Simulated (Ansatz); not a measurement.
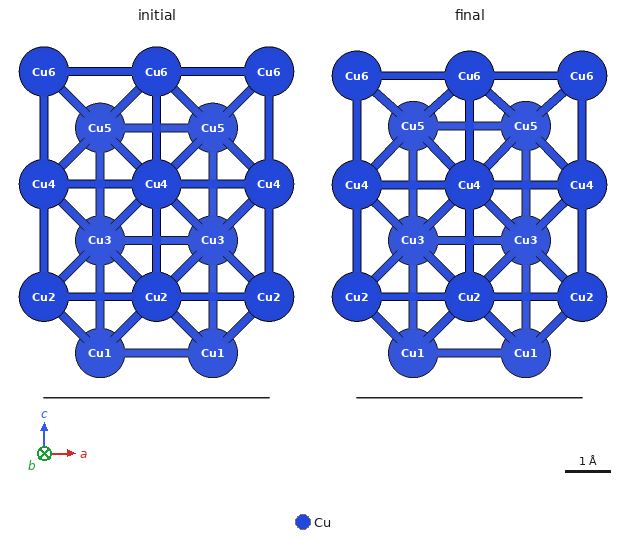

The structure of a slab of composition Cu (cut from the Fm-3m phase) before (left) and after (right) a constrained relaxation, at one scale.

The picture is a ball-and-stick view of the 2 × 1 repeat of the cell, outlined in the plane, without the vacuum, seen along the b axis.

Case: clean slab, lower half held. The slab is the (1 1 0) face of Cu. 3 atoms are held fixed.

These are results of DFT PBEsol, scalar-relativistic, plane waves, PAW in Ansatz, not measurements. Settings: plane-wave cutoff 420 eV; k-point mesh 11 × 8 × 1; occupations gaussian; smearing width 0.1 eV; no spin polarisation; dipole correction; atoms relaxed in a fixed cell; force threshold 0.03 eV/Å; at most 70 steps.

What changed between the two?

Answer. After 2 accepted moves (3 points after the start) the energy has fallen by 31.4 meV per cell of the calculation. The largest force component goes from 0.48 to 0.021 eV/Å. 1 step only repeated the SCF at the same geometry. The atom that moves furthest is Cu6 (0.094 Å along the normal (−c)). The cell stays as it was. Near-neighbour distances that change, for instance: Cu4–Cu6 2.520 → 2.441 Å, Cu5–Cu6 2.520 → 2.455 Å, Cu3–Cu5 2.520 → 2.560 Å, Cu4–Cu5 2.520 → 2.548 Å. The run took 2.5 min on 2 threads of Arm Neoverse V1 (shared host), peak memory 0.64 GiB.
